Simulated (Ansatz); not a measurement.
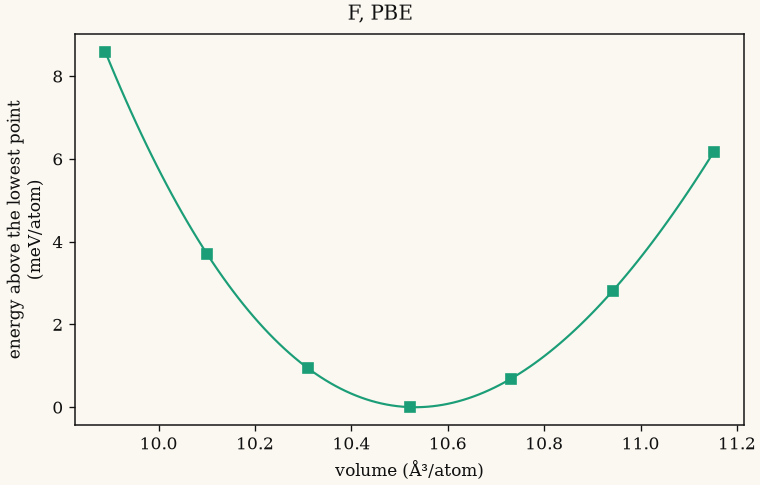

Plotted: energy above the lowest point against volume for F, space group Pm-3m (No. 221) (one of a set of cubic test structures, which need not be the stable phase).

How it was computed, with Ansatz 0.2.0 development build: equation of state of a cubic crystal from periodic Kohn-Sham density functional theory without spin, third-order Birch-Murnaghan fit to the free energies; pressure corrected for the finite basis. Level: PBE.

```json
{"setting": "structure type", "value": "simple cubic"}
{"setting": "atoms in cell", "value": "1"}
{"setting": "space group number", "value": "221"}
{"setting": "lattice centring", "value": "simple cubic"}
{"setting": "k mesh", "value": "49×49×49"}
{"setting": "occupation method", "value": "Fermi–Dirac"}
{"setting": "occupation width", "value": "0.06123 eV"}
{"setting": "wave cutoff", "value": "420 eV"}
{"setting": "datasets", "value": "soft-1 PAW"}
{"setting": "density tolerance", "value": "1e-07 eV"}
{"setting": "bands", "value": "8"}
{"setting": "density cutoff ratio", "value": "4"}
{"setting": "search for lower states", "value": "default"}
```

From this curve and the settings, what does the calculation give for the pressure at the same points?

The pressure falls from 4.571 GPa at volume 9.89 Å³/atom to −3.007 GPa at 11.15 Å³/atom, and changes sign near 10.53 Å³/atom.

| volume (Å³/atom) | pressure (GPa) |
| --- | --- |
| 9.89 | 4.571 |
| 10.10 | 2.871 |
| 10.31 | 1.377 |
| 10.52 | 0.060 |
| 10.73 | −1.095 |
| 10.94 | −2.114 |
| 11.15 | −3.007 |

Keep in mind: cubic model structure, not the ambient form; no spin polarisation, a magnetic state may lie lower.
